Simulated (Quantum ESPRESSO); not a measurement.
**Geometry relaxation, with input and output: PbO (part 2 of 3)**

The same run, continued: PbO (4 atoms in the cell); Kohn-Sham DFT of a periodic cell, PBEsol, GBRV 1.5 PBEsol, no spin polarisation (Quantum ESPRESSO 7.5); cutoff 612.26 eV, 5×5×4 k-mesh, fermi-dirac of 0.05 eV. The structure derives from an entry of the Crystallography Open Database.

Geometry of the input (Å; fractional positions):
```
3.9102  0.0000  0.0000
0.0000  3.9102  0.0000
0.0000  0.0000  5.0100
Pb 0.5000  0.0000  0.7600
Pb 0.0000  0.5000  0.2400
O  0.5000  0.5000  0.0000
O  0.0000  0.0000  0.0000
```

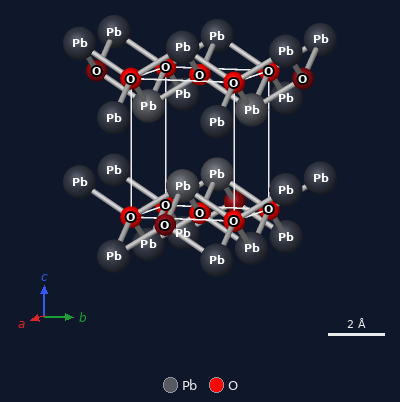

Figure 1. The input geometry (ball-and-stick view of the cell of the calculation, seen slightly off an axis; neighbours outside the cell are drawn fainter). An atom can appear more than once, as a periodic image.

Output, continued
```
     negative rho (up, down):  3.165E-02 0.000E+00
          total   stress  (Ry/bohr**3)                   (kbar)     P=       24.77
   0.00021251   0.00000000   0.00000000           31.26        0.00        0.00
   0.00000000   0.00021251   0.00000000            0.00       31.26        0.00
   0.00000000   0.00000000   0.00008014            0.00        0.00       11.79

     BFGS Geometry Optimization
     Energy error            =      2.0E-05 Ry
     Gradient error          =      3.2E-03 Ry/Bohr

     number of scf cycles    =   1
     number of bfgs steps    =   0

     energy             new  =    -392.2683733900 Ry

     new trust radius        =       0.0031817935 bohr
     new conv_thr            =       0.0000000008 Ry

ATOMIC_POSITIONS (alat)
Pb               0.5000000000        0.0000000000        0.9733303328
Pb               0.0000000000        0.5000000000        0.3079340526
O                0.5000000000        0.5000000000        0.0000000000
O                0.0000000000        0.0000000000        0.0000000000

     NEW-OLD atomic charge density approx. for the potential

     Check: negative core charge=   -0.000002

     negative rho (up, down):  3.154E-02 0.000E+00

     Self-consistent Calculation

     iteration #  1     ecut=    45.00 Ry     beta= 0.50
     Davidson diagonalization with overlap
     ethr =  1.00E-06,  avg # of iterations =  3.1

     Threshold (ethr) on eigenvalues was too large:
     Diagonalizing with lowered threshold

     Davidson diagonalization with overlap
     ethr =  1.27E-08,  avg # of iterations =  5.0

     negative rho (up, down):  3.156E-02 0.000E+00

     total energy              =    -392.26838970 Ry
     estimated scf accuracy    <       0.00000110 Ry

     iteration #  2     ecut=    45.00 Ry     beta= 0.50
     Davidson diagonalization with overlap
     ethr =  2.75E-09,  avg # of iterations =  2.1

     negative rho (up, down):  3.156E-02 0.000E+00

     total energy              =    -392.26838981 Ry
     estimated scf accuracy    <       0.00000011 Ry

     iteration #  3     ecut=    45.00 Ry     beta= 0.50
     Davidson diagonalization with overlap
     ethr =  2.82E-10,  avg # of iterations =  3.3

     negative rho (up, down):  3.157E-02 0.000E+00

     total energy              =    -392.26838982 Ry
     estimated scf accuracy    <       0.00000003 Ry

     iteration #  4     ecut=    45.00 Ry     beta= 0.50
     Davidson diagonalization with overlap
     ethr =  8.31E-11,  avg # of iterations =  2.1

     negative rho (up, down):  3.157E-02 0.000E+00

     total energy              =    -392.26838983 Ry
     estimated scf accuracy    <          8.6E-09 Ry

     iteration #  5     ecut=    45.00 Ry     beta= 0.50
     Davidson diagonalization with overlap
     ethr =  2.14E-11,  avg # of iterations =  3.4

     negative rho (up, down):  3.157E-02 0.000E+00

     End of self-consistent calculation

          k = 0.0000 0.0000 0.0000 (  2613 PWs)   bands (ev):

    -9.4095  -8.7407  -6.8541  -6.8541  -6.7874  -6.7789  -6.6751  -6.5970
    -6.5928  -6.5928  -6.5696  -5.1578   1.7380   2.3118   4.7203   4.7203
     7.3506   7.4831   7.4831   9.2492  11.6800  14.7264  14.8345  14.8345
    15.8099  15.8099  16.6003  17.1445

          k = 0.0000 0.0000 0.1951 (  2640 PWs)   bands (ev):

    -9.3950  -8.7315  -6.8271  -6.8271  -6.8075  -6.7527  -6.6615  -6.6252
    -6.6252  -6.6088  -6.5833  -5.1485   0.6863   3.8003   4.8038   4.8038
     7.3333   7.4690   7.4690   8.7825  11.3344  13.7081  13.7081  14.3019
    16.7983  17.1940  17.1940  17.4642

          k = 0.0000 0.0000-0.3902 (  2620 PWs)   bands (ev):

    -9.3804  -8.7221  -6.8275  -6.7868  -6.7868  -6.7190  -6.6709  -6.6709
    -6.6389  -6.6277  -6.6061  -5.1394   0.2091   4.8918   4.8918   4.9365
     7.3164   7.4519   7.4519   7.9946  11.2778  13.1254  13.1254  13.5631
    17.8474  17.9884  18.0708  18.0708

          k = 0.0000 0.2000 0.0000 (  2616 PWs)   bands (ev):

    -9.3138  -8.7807  -6.8331  -6.8318  -6.7596  -6.7438  -6.6878  -6.6091
    -6.6061  -6.5889  -6.4834  -5.2653   1.6157   2.3508   4.8450   4.9712
     6.6763   7.2007   7.2377   9.1316  12.5890  13.0258  14.8526  15.0600
    15.3842  16.0125  16.9991  18.3233

          k = 0.0000 0.2000 0.1951 (  2620 PWs)   bands (ev):

    -9.3064  -8.7760  -6.8222  -6.8100  -6.7711  -6.7232  -6.6949  -6.6283
    -6.6236  -6.5725  -6.4936  -5.2568   0.8463   3.2747   4.8609   5.0398
     6.7773   7.1883   7.3290   8.8147  12.1419  12.2898  14.0794  15.5880
    15.8533  17.1224  17.4791  18.3277

          k = 0.0000 0.2000-0.3902 (  2632 PWs)   bands (ev):

    -9.2991  -8.7713  -6.8021  -6.7890  -6.7781  -6.7316  -6.6859  -6.6578
    -6.5954  -6.5921  -6.5024  -5.2485   0.4373   3.9755   4.6797   5.1116
     6.8937   7.1736   7.9191   8.0444  11.5410  12.0936  13.5547  15.4712
    16.9484  17.7583  18.0057  18.3464

          k = 0.0000 0.4000 0.0000 (  2636 PWs)   bands (ev):

    -9.1055  -8.9078  -6.7814  -6.7773  -6.7390  -6.7219  -6.6597  -6.6295
    -6.6230  -6.6083  -6.1510  -5.6388   1.6329   2.0835   5.3629   5.6363
     6.1135   6.4843   6.9236   8.0137  12.4262  12.7760  15.3929  15.6550
    16.1054  16.1694  17.6972  18.3303

          k = 0.0000 0.4000 0.1951 (  2645 PWs)   bands (ev):

    -9.1097  -8.9119  -6.8033  -6.7680  -6.7589  -6.7391  -6.6424  -6.6079
    -6.6044  -6.5812  -6.1454  -5.6298   1.3416   2.2614   5.0786   5.6702
     5.9912   6.4861   7.4041   8.1626  12.0606  12.7323  15.1088  15.6336
    16.4127  16.4367  18.2132  18.3276

          k = 0.0000 0.4000-0.3902 (  2642 PWs)   bands (ev):

    -9.1138  -8.9160  -6.8169  -6.7937  -6.7544  -6.7401  -6.6154  -6.6100
    -6.5715  -6.5690  -6.1387  -5.6208   1.1298   2.3699   4.8621   5.7052
     5.8661   6.4872   8.0557   8.0829  11.7136  12.6627  14.7675  16.3661
    16.4520  16.7471  18.1075  18.3195

          k = 0.2000 0.2000 0.0000 (  2645 PWs)   bands (ev):

    -9.2359  -8.8127  -6.8352  -6.7796  -6.7384  -6.7158  -6.6972  -6.6094
    -6.6023  -6.5816  -6.4101  -5.3380   1.4111   2.2540   4.6914   5.6156
     6.2490   6.5448   7.7933   8.9436  12.7364  12.8457  13.8719  14.3068
    15.9102  16.3776  18.3258  18.3287

          k = 0.2000 0.2000 0.1951 (  2627 PWs)   bands (ev):

    -9.2330  -8.8098  -6.8098  -6.7941  -6.7460  -6.7102  -6.6735  -6.6325
    -6.6162  -6.5932  -6.3823  -5.3246   0.9067   2.8019   4.4588   5.6993
     6.4317   6.8240   7.7957   8.5988  12.2111  12.8118  12.8419  15.6518
    16.4007  16.6911  18.3176  18.3250

          k = 0.2000 0.2000-0.3902 (  2638 PWs)   bands (ev):

    -9.2301  -8.8069  -6.8060  -6.7724  -6.7520  -6.6905  -6.6739  -6.6640
    -6.6393  -6.5916  -6.3552  -5.3115   0.5852   3.2735   4.1593   5.8169
     6.2861   7.6571   7.7983   8.0232  11.4732  12.7059  12.8716  16.4207
    16.4853  16.5692  18.3197  18.3282

          k = 0.2000 0.4000 0.0000 (  2643 PWs)   bands (ev):

    -9.0703  -8.9144  -6.7754  -6.7397  -6.7218  -6.7212  -6.6450  -6.6100
    -6.6017  -6.5918  -6.0952  -5.6346   1.2904   1.7418   5.0937   5.8468
     6.4020   6.4526   7.6146   8.0085  11.9250  12.2154  14.4289  14.9460
    16.5016  16.6757  17.9305  18.3272

          k = 0.2000 0.4000 0.1951 (  2633 PWs)   bands (ev):

    -9.0736  -8.9163  -6.7787  -6.7661  -6.7183  -6.7059  -6.6473  -6.6308
    -6.5913  -6.5856  -6.0561  -5.6079   1.1494   1.8652   4.6225   5.5434
     6.5953   7.0315   7.6166   7.9644  11.9613  12.3769  13.8963  15.0678
    16.3466  17.1325  18.2932  18.3302

          k = 0.2000 0.4000-0.3902 (  2638 PWs)   bands (ev):

    -9.0769  -8.9182  -6.7973  -6.7667  -6.7236  -6.7065  -6.6249  -6.6210
    -6.6062  -6.5935  -6.0176  -5.5820   1.0309   1.9719   4.3168   5.3280
     6.6714   7.4291   7.6768   7.8806  11.9603  12.9378  13.4200  14.9021
    16.0157  16.9409  18.3295  18.3296

          k = 0.4000 0.4000 0.0000 (  2633 PWs)   bands (ev):

    -9.0039  -8.9471  -6.7533  -6.7515  -6.6888  -6.6545  -6.5918  -6.5821
    -6.5809  -6.5638  -5.9149  -5.7048   0.8374   1.0503   5.2864   5.6353
     6.8874   7.5665   7.6923   8.0670  10.6953  10.8842  14.2278  14.5929
    16.9979  17.4015  17.5277  17.9146

          k = 0.4000 0.4000 0.1951 (  2640 PWs)   bands (ev):

    -9.0048  -8.9466  -6.7469  -6.7336  -6.6871  -6.6556  -6.6305  -6.6090
    -6.6012  -6.5886  -5.8414  -5.6457   0.8386   1.1093   4.8568   5.3876
     7.0470   7.4259   7.6419   8.0658  11.3689  11.4042  14.1410  14.8445
    15.8118  16.5418  18.3062  18.3286

          k = 0.4000 0.4000-0.3902 (  2646 PWs)   bands (ev):

    -9.0056  -8.9461  -6.7536  -6.7104  -6.6834  -6.6611  -6.6471  -6.6393
    -6.6154  -6.6152  -5.7755  -5.5914   0.8410   1.1699   4.5398   5.1777
     6.9462   7.2853   7.6907   8.0647  12.5529  12.7897  12.9448  14.3475
    14.9730  16.1091  18.3294  18.3314

     the Fermi energy is     9.9453 ev

!    total energy              =    -392.26838983 Ry
     estimated scf accuracy    <          3.0E-10 Ry
     smearing contrib. (-TS)   =      -0.00000000 Ry
     internal energy E=F+TS    =    -392.26838983 Ry

     The total energy is F=E-TS. E is the sum of the following terms:
     one-electron contribution =    -104.15780238 Ry
     hartree contribution      =      82.25780613 Ry
     xc contribution           =    -140.63829873 Ry
     ewald contribution        =    -229.73009485 Ry

     convergence has been achieved in   5 iterations

     negative rho (up, down):  3.157E-02 0.000E+00

     Forces acting on atoms (cartesian axes, Ry/au):

     atom    1 type  1   force =     0.00000000    0.00000000   -0.00200663
     atom    2 type  1   force =     0.00000000    0.00000000    0.00200663
     atom    3 type  2   force =     0.00000000    0.00000000    0.00000000
     atom    4 type  2   force =     0.00000000    0.00000000    0.00000000

     Total force =     0.002838     Total SCF correction =     0.000055

     Computing stress (Cartesian axis) and pressure

     negative rho (up, down):  3.157E-02 0.000E+00
          total   stress  (Ry/bohr**3)                   (kbar)     P=       23.78
   0.00020692   0.00000000   0.00000000           30.44        0.00        0.00
   0.00000000   0.00020692   0.00000000            0.00       30.44        0.00
   0.00000000   0.00000000   0.00007114            0.00        0.00       10.46

     Energy error            =      1.6E-05 Ry
     Gradient error          =      2.0E-03 Ry/Bohr

     number of scf cycles    =   2
     number of bfgs steps    =   1

     energy             old  =    -392.2683733900 Ry
     energy             new  =    -392.2683898344 Ry

     CASE: energy            _new < energy            _old

     new trust radius        =       0.0034999729 bohr
     new conv_thr            =            1.3E-11 Ry

ATOMIC_POSITIONS (alat)
Pb               0.5000000000        0.0000000000        0.9728566726
Pb               0.0000000000        0.5000000000        0.3084077128
O                0.5000000000        0.5000000000        0.0000000000
O                0.0000000000        0.0000000000        0.0000000000

     NEW-OLD atomic charge density approx. for the potential

     Check: negative core charge=   -0.000002

     negative rho (up, down):  3.143E-02 0.000E+00

     Self-consistent Calculation

     iteration #  1     ecut=    45.00 Ry     beta= 0.50
     Davidson diagonalization with overlap
     ethr =  1.00E-06,  avg # of iterations =  3.0

     Threshold (ethr) on eigenvalues was too large:
     Diagonalizing with lowered threshold

     Davidson diagonalization with overlap
     ethr =  1.40E-08,  avg # of iterations =  5.0

     negative rho (up, down):  3.145E-02 0.000E+00

     total energy              =    -392.26839914 Ry
     estimated scf accuracy    <       0.00000134 Ry

     iteration #  2     ecut=    45.00 Ry     beta= 0.50
     Davidson diagonalization with overlap
     ethr =  3.34E-09,  avg # of iterations =  2.0

     negative rho (up, down):  3.146E-02 0.000E+00

     total energy              =    -392.26839927 Ry
     estimated scf accuracy    <       0.00000014 Ry

     iteration #  3     ecut=    45.00 Ry     beta= 0.50
     Davidson diagonalization with overlap
     ethr =  3.46E-10,  avg # of iterations =  2.6

     negative rho (up, down):  3.146E-02 0.000E+00

     total energy              =    -392.26839928 Ry
     estimated scf accuracy    <       0.00000004 Ry

     iteration #  4     ecut=    45.00 Ry     beta= 0.50
     Davidson diagonalization with overlap
     ethr =  1.10E-10,  avg # of iterations =  2.7

     negative rho (up, down):  3.146E-02 0.000E+00

     total energy              =    -392.26839930 Ry
     estimated scf accuracy    <       0.00000001 Ry

     iteration #  5     ecut=    45.00 Ry     beta= 0.50
     Davidson diagonalization with overlap
     ethr =  2.61E-11,  avg # of iterations =  3.9

     negative rho (up, down):  3.146E-02 0.000E+00

     total energy              =    -392.26839930 Ry
     estimated scf accuracy    <          7.3E-10 Ry

     iteration #  6     ecut=    45.00 Ry     beta= 0.50
     Davidson diagonalization with overlap
     ethr =  1.82E-12,  avg # of iterations =  5.0

     negative rho (up, down):  3.146E-02 0.000E+00

     total energy              =    -392.26839930 Ry
     estimated scf accuracy    <          4.8E-10 Ry

     iteration #  7     ecut=    45.00 Ry     beta= 0.50
     Davidson diagonalization with overlap
     ethr =  1.20E-12,  avg # of iterations =  2.6

     negative rho (up, down):  3.146E-02 0.000E+00

     End of self-consistent calculation

          k = 0.0000 0.0000 0.0000 (  2613 PWs)   bands (ev):

    -9.4004  -8.7327  -6.8552  -6.8552  -6.7892  -6.7804  -6.6773  -6.5993
    -6.5946  -6.5946  -6.5721  -5.1629   1.7387   2.3007   4.7281   4.7281
     7.3528   7.4913   7.4913   9.2485  11.6829  14.7364  14.8228  14.8228
    15.8076  15.8076  16.5907  17.1373

          k = 0.0000 0.0000 0.1951 (  2640 PWs)   bands (ev):

    -9.3857  -8.7234  -6.8281  -6.8281  -6.8094  -6.7541  -6.6637  -6.6271
    -6.6271  -6.6113  -6.5860  -5.1536   0.6813   3.7955   4.8121   4.8121
     7.3355   7.4771   7.4771   8.7797  11.3397  13.6987  13.6987  14.3038
    16.7988  17.1892  17.1892  17.4566

          k = 0.0000 0.0000-0.3902 (  2620 PWs)   bands (ev):

    -9.3710  -8.7139  -6.8296  -6.7874  -6.7874  -6.7201  -6.6732  -6.6732
    -6.6407  -6.6305  -6.6090  -5.1444   0.2034   4.9005   4.9005   4.9338
     7.3185   7.4599   7.4599   7.9895  11.2853  13.1156  13.1156  13.5611
    17.8391  17.9928  18.0658  18.0658

          k = 0.0000 0.2000 0.0000 (  2616 PWs)   bands (ev):

    -9.3049  -8.7728  -6.8346  -6.8329  -6.7615  -6.7454  -6.6897  -6.6112
    -6.6082  -6.5915  -6.4855  -5.2698   1.6174   2.3422   4.8518   4.9790
     6.6804   7.2087   7.2417   9.1284  12.5898  13.0188  14.8533  15.0486
    15.3928  16.0093  16.9893  18.3192

          k = 0.0000 0.2000 0.1951 (  2620 PWs)   bands (ev):

    -9.2975  -8.7680  -6.8232  -6.8113  -6.7730  -6.7247  -6.6964  -6.6310
    -6.6256  -6.5749  -6.4959  -5.2613   0.8428   3.2727   4.8683   5.0479
     6.7793   7.1963   7.3328   8.8118  12.1379  12.2914  14.0700  15.5862
    15.8549  17.1168  17.4750  18.3237

          k = 0.0000 0.2000-0.3902 (  2632 PWs)   bands (ev):

    -9.2901  -8.7633  -6.8030  -6.7912  -6.7790  -6.7334  -6.6871  -6.6601
    -6.5976  -6.5948  -6.5050  -5.2529   0.4328   3.9758   4.6877   5.1201
     6.8958   7.1816   7.9228   8.0402  11.5349  12.0984  13.5452  15.4677
    16.9449  17.7522  18.0050  18.3424

          k = 0.0000 0.4000 0.0000 (  2636 PWs)   bands (ev):

    -9.0971  -8.8998  -6.7834  -6.7782  -6.7411  -6.7229  -6.6615  -6.6324
    -6.6258  -6.6103  -6.1532  -5.6420   1.6354   2.0822   5.3674   5.6441
     6.1146   6.4921   6.9244   8.0086  12.4223  12.7726  15.3976  15.6449
    16.1123  16.1626  17.6875  18.3262

          k = 0.0000 0.4000 0.1951 (  2645 PWs)   bands (ev):

    -9.1013  -8.9039  -6.8045  -6.7698  -6.7602  -6.7411  -6.6442  -6.6105
    -6.6063  -6.5836  -6.1477  -5.6329   1.3413   2.2620   5.0837   5.6781
     5.9934   6.4940   7.4034   8.1590  12.0570  12.7294  15.0996  15.6361
    16.4047  16.4400  18.2064  18.3236

          k = 0.0000 0.4000-0.3902 (  2642 PWs)   bands (ev):

    -9.1055  -8.9081  -6.8181  -6.7952  -6.7560  -6.7421  -6.6171  -6.6120
    -6.5739  -6.5713  -6.1410  -5.6240   1.1283   2.3708   4.8676   5.7132
     5.8690   6.4950   8.0547   8.0802  11.7099  12.6607  14.7584  16.3671
    16.4438  16.7457  18.1042  18.3155

          k = 0.2000 0.2000 0.0000 (  2645 PWs)   bands (ev):

    -9.2272  -8.8049  -6.8366  -6.7808  -6.7402  -6.7173  -6.6993  -6.6113
    -6.6050  -6.5835  -6.4124  -5.3421   1.4142   2.2488   4.6979   5.6226
     6.2517   6.5490   7.7999   8.9395  12.7256  12.8422  13.8660  14.3100
    15.9185  16.3741  18.3217  18.3247

          k = 0.2000 0.2000 0.1951 (  2627 PWs)   bands (ev):

    -9.2243  -8.8020  -6.8113  -6.7954  -6.7477  -6.7119  -6.6752  -6.6346
    -6.6182  -6.5958  -6.3845  -5.3285   0.9053   2.8020   4.4659   5.7066
     6.4355   6.8254   7.8023   8.5947  12.2076  12.8015  12.8427  15.6512
    16.3968  16.6925  18.3135  18.3210

          k = 0.2000 0.2000-0.3902 (  2638 PWs)   bands (ev):

    -9.2215  -8.7991  -6.8073  -6.7744  -6.7529  -6.6923  -6.6753  -6.6665
    -6.6415  -6.5941  -6.3575  -5.3154   0.5824   3.2760   4.1663   5.8249
     6.2891   7.6577   7.8049   8.0197  11.4691  12.7084  12.8618  16.4149
    16.4810  16.5682  18.3157  18.3242

          k = 0.2000 0.4000 0.0000 (  2643 PWs)   bands (ev):

    -9.0622  -8.9067  -6.7770  -6.7412  -6.7234  -6.7233  -6.6470  -6.6126
    -6.6037  -6.5940  -6.0974  -5.6376   1.2947   1.7435   5.0992   5.8517
     6.3990   6.4579   7.6206   8.0042  11.9173  12.2096  14.4216  14.9434
    16.5006  16.6823  17.9288  18.3232

          k = 0.2000 0.4000 0.1951 (  2633 PWs)   bands (ev):

    -9.0656  -8.9086  -6.7802  -6.7679  -6.7198  -6.7078  -6.6493  -6.6333
    -6.5934  -6.5878  -6.0583  -5.6108   1.1518   1.8681   4.6266   5.5465
     6.6021   7.0315   7.6214   7.9606  11.9560  12.3700  13.8919  15.0636
    16.3446  17.1320  18.2910  18.3262

          k = 0.2000 0.4000-0.3902 (  2638 PWs)   bands (ev):

    -9.0689  -8.9105  -6.7989  -6.7685  -6.7251  -6.7085  -6.6272  -6.6229
    -6.6084  -6.5959  -6.0195  -5.5847   1.0322   1.9755   4.3207   5.3304
     6.6788   7.4344   7.6759   7.8779  11.9570  12.9338  13.4117  14.8957
    16.0152  16.9398  18.3254  18.3256

          k = 0.4000 0.4000 0.0000 (  2633 PWs)   bands (ev):
```
